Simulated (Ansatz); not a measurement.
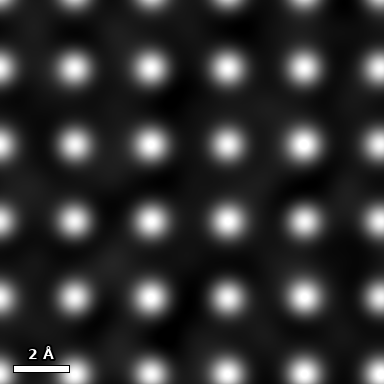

Dark-field STEM-like image of HfN (Pm-3m, No. 221). Simulated incoherent Z contrast: every atom adds Z^1.6 spread by a probe of 0.98 Å full width; channelling and multiple scattering are left out. The probe carries 15 % of its weight in a tail 2.5 times as wide. The speckle of an amorphous layer was added. Model: the input geometry of a calculation; the starting structure was generated, so it need not be a known form of this composition.

```cif
data_structure
_symmetry_space_group_name_H-M 'Pm-3m'
_symmetry_Int_Tables_number 221
_cell_length_a 2.7904
_cell_length_b 2.7904
_cell_length_c 2.7904
_cell_angle_alpha 90.000
_cell_angle_beta 90.000
_cell_angle_gamma 90.000
_cell_volume 21.73
loop_
_atom_site_label
_atom_site_type_symbol
_atom_site_symmetry_multiplicity
_atom_site_Wyckoff_symbol
_atom_site_fract_x
_atom_site_fract_y
_atom_site_fract_z
_atom_site_occupancy
Hf1 Hf 1 a 0.00000 0.00000 0.00000 1
N1 N 1 b 0.50000 0.50000 0.50000 1
```

**Along which zone axis is the crystal seen: [110], [001], [211] or [221]? (Directions equivalent by symmetry count as one.)**

[001]. The projected cells are 1.97 × 2.79 Å, 90° for [110]; 2.79 × 2.79 Å, 90° for [001]; 1.61 × 1.97 Å, 90° for [211]; 1.32 × 2.08 Å, 108° for [221], and the image repeats as the [001] one does.
